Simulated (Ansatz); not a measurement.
Run report: TiO₂, single-point calculation

System: TiO₂ (Fm-3m, 3 atoms in the cell).
Method: DFT, r2SCAN, plane waves, PAW (Ansatz 0.2.0).

The structure was built on a prototype by a generator. The geometry comes from this level: r2SCAN.

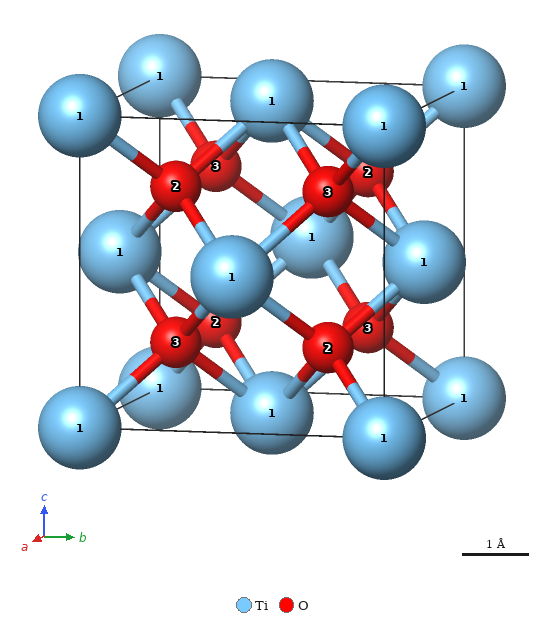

*The structure as given in the input (ball-and-stick view of the cell 4 times as large as that of the calculation, set on its symmetry axes, seen slightly off an axis; atoms are numbered from 1 in the order of the input). An atom can appear more than once, as a periodic image.*

Near neighbours in the periodic cell (some may lie outside the picture): Ti has 8 O at 2.08 Å; O has 4 Ti at 2.08 Å.

### Input
```yaml
crystal:
  lattice:
    - [0.0, 2.3968272579, 2.3968272579]
    - [2.3968272579, 0.0, 2.3968272579]
    - [2.3968272579, 2.3968272579, 0.0]
  atoms:
    - { symbol: Ti, position: [0.0, 0.0, 0.0] }
    - { symbol: O, position: [0.25, 0.25, 0.25] }
    - { symbol: O, position: [0.75, 0.75, 0.75] }
kpoints:
  mp_grid: { grid: [6, 6, 6] }
hamiltonian:
  xc: r2scan
scf:
  occupations: { method: fixed }
  n_extra_bands: 4
  max_iter: 75
output:
  forces: true
  stress: true
  eigenvalues: true
total_charge: 0.1
```

Launched with:
```bash
ansatz run input.yaml --threads 4 --pin off --max-ram 3686MiB --backend cpu --events-out ev --progress --plain --runs-dir out
```

### The program's output
```
Error: inconsistent input (total_charge, scf.occupations.method): 0.1 gives a fractional electron count (23.900) which fixed/explicit occupations and the σ = 0 step fill (a smearing width below the step floor) cannot realise — use a smearing method with a finite width, such as fermi_dirac, or give a charge that leaves a whole count
```

### Outcome

| quantity | value |
| --- | --- |
| outcome | refused by the program |
| space group (tolerance 0.01 Å) | Fm-3m (225) |
| hardware | 4 threads of Arm Neoverse V2, 24 GiB of memory available, shared host |

### Diagnosis

Some settings of this run were drawn to be unusual or wrong. The program refused the input: “inconsistent input (total_charge, scf.occupations.method): 0.1 gives a fractional electron count (23.900) which fixed/explicit occupations and the σ = 0 step fill (a smearing width below the step floor) cannot realise — use a smearing method with a finite width, such as fermi_dirac, or give a charge that leaves a whole count”
